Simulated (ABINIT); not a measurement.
## Elastic calculation, with input and output: P (part 1 of 3)

System: P (Cmce, 4 atoms in the cell).
Method: Kohn-Sham DFT of a periodic cell, PBE, SPMS NC PBE v1.0, no spin polarisation (ABINIT 10.8.3).

The structure derives from a Materials Project entry.

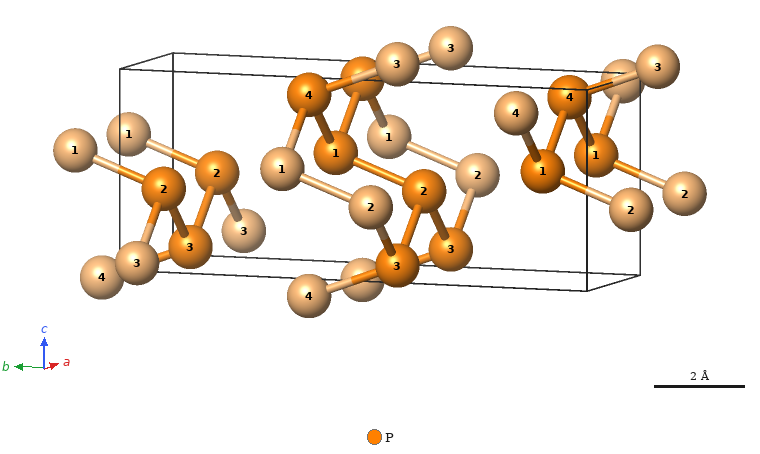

The structure as given in the input (ball-and-stick view of the cell 2 times as large as that of the calculation, set on its symmetry axes, seen at an oblique angle; neighbours outside the cell are drawn fainter; atoms are numbered from 1 in the order of the input). An atom can appear more than once, as a periodic image. Near neighbours in the periodic cell (some may lie outside the picture): P has 3 P at 2.23 to 2.26 Å.

## The input
```
# Datasets
ndtset 2

# Pseudopotentials
pp_dirpath "./"
pseudos "15_P_5_1.8_1.9_pbe_n_v1.0.psp8"

# Structure
acell 3*1.0
rprim
     3.1381616702   -10.6141955176     0.0000000000
     3.1381616702    10.6141955176     0.0000000000
     0.0000000000     0.0000000000     8.5841398806
ntypat 1
znucl 15
natom 4
typat 1 1 1 1
chkprim 0
chksymtnons 0
tolsym 1.0e-6
xred
   0.9054837700   0.0945162300   0.5856332700
   0.0945162300   0.9054837700   0.4143667300
   0.5945162300   0.4054837700   0.0856332700
   0.4054837700   0.5945162300   0.9143667300

# Plane-wave basis
ecut 18.0
ecutsm 0.5

# k points
ngkpt 6 6 4
nshiftk 1
shiftk 0.0 0.0 0.0

# Exchange and correlation
ixc 11

# Bands and occupations
nband 18
occopt 3
tsmear 0.00183747

# SCF cycle
nstep 80

# Output
prteig 0
prtebands 0
prtwf 0
prtden 0
prtpot 0

# Dataset 1: ground state
kptopt1 1
tolvrs1 1.0e-15
prtwf1 1
tolwfr1 1.0e-14
nbdbuf1 4
nline1 6

# Dataset 2: response at q = 0 to atomic displacements, strain
rfphon2 1
rfstrs2 3
rfatpol2 1 4
rfdir2 1 1 1
getwfk2 1
kptopt2 2
nqpt2 1
qpt2 0.0 0.0 0.0
tolvrs2 1.0e-8
```

## File mrgddb.in
```
merged_DDB
P
2
runo_DS1_DDB
runo_DS2_DDB
```

## File anaddb.abi
```
ddb_filepath "merged_DDB"
output_file "anaddb.abo"
outdata_prefix "ana"
asr 2
chneut 0
dipdip 0
dieflag 0
enunit 0
elaflag 5
instrflag 1
eivec 0
nph1l 1
qph1l 0.0 0.0 0.0 1.0
```

Launched with:
```bash
mpirun --bind-to none -np 4 abinit run.abi > log 2>&1
mrgddb < mrgddb.in > mrgddb.log 2>&1
anaddb anaddb.abi > anaddb.log 2>&1
```

## The program's output
```
.Version 10.8.3 of ABINIT
 DATASET    1 : space group Cm c a (# 64); Bravais oC (1-face-center ortho.)
================================================================================
 Values of the parameters that define the memory need for DATASET  1.
     intxc =       0    ionmov =       0      iscf =       7    lmnmax =       6
     lnmax =       6     mgfft =      45  mpssoang =       3    mqgrid =    3001
     natom =       4  nloc_mem =       1    nspden =       1   nspinor =       1
    nsppol =       1      nsym =       8    n1xccc =    2501    ntypat =       1
    occopt =       3   xclevel =       2
       mpw =        2108          nfft =       72900          nkpt =          39
================================================================================
================================================================================

 DATASET    2 : space group Cm c a (# 64); Bravais oC (1-face-center ortho.)
================================================================================
 Values of the parameters that define the memory need for DATASET  2 (RF).
     intxc =       0      iscf =       7    lmnmax =       6     lnmax =       6
     mgfft =      45  mpssoang =       3    mqgrid =    3001     natom =       4
  nloc_mem =       1    nspden =       1   nspinor =       1    nsppol =       1
      nsym =       8    n1xccc =    2501    ntypat =       1    occopt =       3
   xclevel =       2
      nfft =       72900          nkpt =          76
================================================================================
================================================================================

--------------------------------------------------------------------------------
------------- Echo of variables that govern the present computation ------------
--------------------------------------------------------------------------------
 -outvars: echo values of preprocessed input variables --------
            acell      1.0000000000E+00  1.0000000000E+00  1.0000000000E+00 Bohr
              amu      3.09737620E+01
          chkprim           0
      chksymtnons           0
             ecut      1.80000000E+01 Hartree
           ecutsm      5.00000000E-01 Hartree
           getwfk1          0
           getwfk2          1
                       outvar_i_n : Printing only first  50 k-points.
              ixc          11
           jdtset        1    2
                       outvar_i_n : Printing only first  50 k-points.
           kptopt1          1
           kptopt2          2
         kptrlatt        6    0    0      0    6    0      0    0    4
          kptrlen      3.43365595E+01
            natom           4
            nband1         18
            nband2         18
           nbdbuf1          4
           nbdbuf2          2
           ndtset           2
            ngfft          45      45      36
             nkpt1         39
             nkpt2         76
            nline1          6
            nline2          4
             nqpt1          0
             nqpt2          1
            nstep          80
             nsym           8
           ntypat           1
                       prtocc : prtvol=0, do not print more k-points.
           occopt           3
        optdriver1          0
        optdriver2          1
           prtden           0
        prtebands           0
           prteig           0
            prtwf1          1
            prtwf2          0
           rfphon1          0
           rfphon2          1
           rfstrs1          0
           rfstrs2          3
            rprim      3.1381616702E+00 -1.0614195518E+01  0.0000000000E+00
                       3.1381616702E+00  1.0614195518E+01  0.0000000000E+00
                       0.0000000000E+00  0.0000000000E+00  8.5841398806E+00
          spgroup          64
           tolsym      1.00000000E-06
           tolvrs1     1.00000000E-15
           tolvrs2     1.00000000E-08
           tolwfr1     1.00000000E-14
           tolwfr2     0.00000000E+00
           tsmear      1.83747000E-03 Hartree
            typat      1  1  1  1
                       outvars : Printing only first  50 k-points.
           xangst      1.6606436389E+00 -4.5550346741E+00  2.6602573989E+00
                       1.6606436389E+00  4.5550346741E+00  1.8822737980E+00
                       1.6606436389E+00 -1.0617557021E+00  3.8899180047E-01
                       1.6606436389E+00  1.0617557021E+00  4.1535393965E+00
            xcart      3.1381616702E+00 -8.6077680280E+00  5.0271579084E+00
                       3.1381616702E+00  8.6077680280E+00  3.5569819722E+00
                       3.1381616702E+00 -2.0064274896E+00  7.3508796811E-01
                       3.1381616702E+00  2.0064274896E+00  7.8490519125E+00
             xred      9.0548377000E-01  9.4516230000E-02  5.8563327000E-01
                       9.4516230000E-02  9.0548377000E-01  4.1436673000E-01
                       5.9451623000E-01  4.0548377000E-01  8.5633270000E-02
                       4.0548377000E-01  5.9451623000E-01  9.1436673000E-01
            znucl       15.00000

================================================================================

 chkinp: Checking input parameters for consistency, jdtset=   1.

 chkinp: Checking input parameters for consistency, jdtset=   2.

================================================================================
== DATASET  1 ==================================================================

--- !DatasetInfo
iteration_state: {dtset: 1, }
dimensions: {natom: 4, nkpt: 39, mband: 18, nsppol: 1, nspinor: 1, nspden: 1, mpw: 2108, }
cutoff_energies: {ecut:  18.0, pawecutdg:  -1.0, }
electrons: {nelect:   2.00000000E+01, charge:   0.00000000E+00, occopt:   3.00000000E+00, tsmear:   1.83747000E-03, }
meta: {optdriver: 0, ionmov: 0, optcell: 0, iscf: 7, paral_kgb: 0, }
...

 Exchange-correlation functional for the present dataset will be:
  GGA: Perdew-Burke-Ernzerhof functional - ixc=11
  J.P.Perdew, K.Burke, M.Ernzerhof, PRL 77, 3865 (1996)

 Real(R)+Recip(G) space primitive vectors, cartesian coordinates (Bohr,Bohr^-1):
 R(1)=  3.1381617-10.6141955  0.0000000  G(1)=  0.1593289 -0.0471067  0.0000000
 R(2)=  3.1381617 10.6141955  0.0000000  G(2)=  0.1593289  0.0471067  0.0000000
 R(3)=  0.0000000  0.0000000  8.5841399  G(3)=  0.0000000  0.0000000  0.1164939
 Unit cell volume ucvol=  5.7185929E+02 bohr^3
 Angles (23,13,12)=  9.00000000E+01  9.00000000E+01  1.47058630E+02 degrees

 getcut: wavevector=  0.0000  0.0000  0.0000  ngfft=  45  45  36
         ecut(hartree)=     18.000   => boxcut(ratio)=   2.08301

--- Pseudopotential description ------------------------------------------------
- pspini: atom type   1  psp file is ./15_P_5_1.8_1.9_pbe_n_v1.0.psp8
  15.00000   5.00000    211017                znucl, zion, pspdat
    8   11    2    4       600   0.00000      pspcod,pspxc,lmax,lloc,mmax,r2well
    5.99000000000000    5.00000000000000    0.00000000000000   rchrg,fchrg,qchrg
     nproj     2     2     2
     extension_switch     1

   6.33169130E+02                                ecore*ucvol(ha*bohr**3)
--------------------------------------------------------------------------------

================================================================================

--- !BeginCycle
iteration_state: {dtset: 1, }
solver: {iscf: 7, nstep: 80, nline: 6, wfoptalg: 0, }
tolerances: {tolwfr: 1.00E-14, tolvrs: 1.00E-15, }
...

     iter   Etot(hartree)      deltaE(h)  residm     vres2
 ETOT  1  -27.625388509149    -2.763E+01 6.962E-03 8.762E+00
 ETOT  2  -27.639782035133    -1.439E-02 1.281E-07 1.039E-01
 ETOT  3  -27.639797080409    -1.505E-05 2.214E-07 8.214E-03
 ETOT  4  -27.639798018476    -9.381E-07 1.710E-08 3.214E-04
 ETOT  5  -27.639798044511    -2.603E-08 3.295E-10 3.653E-05
 ETOT  6  -27.639798047675    -3.164E-09 5.906E-11 5.710E-07
 ETOT  7  -27.639798047715    -3.968E-11 9.327E-13 1.787E-07
 ETOT  8  -27.639798047727    -1.243E-11 1.995E-13 5.444E-09
 ETOT  9  -27.639798047727    -2.807E-13 9.984E-15 5.243E-10
 ETOT 10  -27.639798047727     1.776E-14 9.914E-15 4.094E-11
 ETOT 11  -27.639798047728    -2.842E-14 9.892E-15 5.162E-13
 ETOT 12  -27.639798047728    -1.741E-13 9.912E-15 3.380E-14
 ETOT 13  -27.639798047728    -4.619E-14 9.911E-15 2.101E-15
 ETOT 14  -27.639798047728     1.634E-13 9.915E-15 1.493E-17

 At SCF step   14  max residual=  9.92E-15 < tolwfr=  1.00E-14 AND vres2   =  1.49E-17 < tolvrs=  1.00E-15 =>converged.

 Cartesian components of stress tensor (hartree/bohr^3)
  sigma(1 1)= -8.52004418E-09  sigma(3 2)=  0.00000000E+00
  sigma(2 2)=  4.35477645E-08  sigma(3 1)=  0.00000000E+00
  sigma(3 3)=  1.05073464E-08  sigma(2 1)=  0.00000000E+00

--- !ResultsGS
iteration_state: {dtset: 1, }
comment   : Summary of ground state results
lattice_vectors:
- [  3.1381617, -10.6141955,   0.0000000, ]
- [  3.1381617,  10.6141955,   0.0000000, ]
- [  0.0000000,   0.0000000,   8.5841399, ]
lattice_lengths: [  11.06839,   11.06839,    8.58414, ]
lattice_angles: [ 90.000,  90.000, 147.059, ] # degrees, (23, 13, 12)
lattice_volume:   5.7185929E+02
convergence: {deltae:  1.634E-13, res2:  1.493E-17, residm:  9.915E-15, diffor: null, }
etotal    :  -2.76397980E+01
entropy   :   0.00000000E+00
fermie    :   1.79770541E-01
cartesian_stress_tensor: # hartree/bohr^3
- [ -8.52004418E-09,   0.00000000E+00,   0.00000000E+00, ]
- [  0.00000000E+00,   4.35477645E-08,   0.00000000E+00, ]
- [  0.00000000E+00,   0.00000000E+00,   1.05073464E-08, ]
pressure_GPa:  -4.4656E-04
xred      :
- [  9.0548E-01,   9.4516E-02,   5.8563E-01,  P]
- [  9.4516E-02,   9.0548E-01,   4.1437E-01,  P]
- [  5.9452E-01,   4.0548E-01,   8.5633E-02,  P]
- [  4.0548E-01,   5.9452E-01,   9.1437E-01,  P]
cartesian_forces: # hartree/bohr
- [ -1.18748765E-24,  -1.67182312E-06,   1.23224646E-06, ]
- [  1.18748765E-24,   1.67182312E-06,  -1.23224646E-06, ]
- [ -4.22328986E-22,   1.67182312E-06,   1.23224646E-06, ]
- [  4.22328986E-22,  -1.67182312E-06,  -1.23224646E-06, ]
force_length_stats: {min:   2.07687840E-06, max:   2.07687840E-06, mean:   2.07687840E-06, }
...

 Integrated electronic density in atomic spheres:
 ------------------------------------------------
 Atom  Sphere_radius  Integrated_density
    1        2.00000          2.74987661
    2        2.00000          2.74987661
    3        2.00000          2.74835662
    4        2.00000          2.74835662
================================================================================

 ----iterations are completed or convergence reached----

 Mean square residual over all n,k,spin=   45.795E-16; max=  99.151E-16
 reduced coordinates (array xred) for    4 atoms
       0.905483770000      0.094516230000      0.585633270000
       0.094516230000      0.905483770000      0.414366730000
       0.594516230000      0.405483770000      0.085633270000
       0.405483770000      0.594516230000      0.914366730000
 rms dE/dt=  1.5723E-05; max dE/dt=  1.7745E-05; dE/dt below (all hartree)
    1      -0.000017745057      0.000017745057     -0.000010577776
    2       0.000017745057     -0.000017745057      0.000010577776
    3       0.000017745057     -0.000017745057     -0.000010577776
    4      -0.000017745057      0.000017745057      0.000010577776

 cartesian coordinates (angstrom) at end:
    1      1.66064363887254    -4.55503467406004     2.66025739893830
    2      1.66064363887254     4.55503467406004     1.88227379799711
    3      1.66064363887254    -1.06175570211216     0.38899180047059
    4      1.66064363887254     1.06175570211216     4.15353939646482

 cartesian forces (hartree/bohr) at end:
    1     -0.00000000000000    -0.00000167182312     0.00000123224646
    2      0.00000000000000     0.00000167182312    -0.00000123224646
    3     -0.00000000000000     0.00000167182312     0.00000123224646
    4      0.00000000000000    -0.00000167182312    -0.00000123224646
 frms,max,avg= 1.1990863E-06 1.6718231E-06   0.000E+00  0.000E+00  0.000E+00 h/b
```
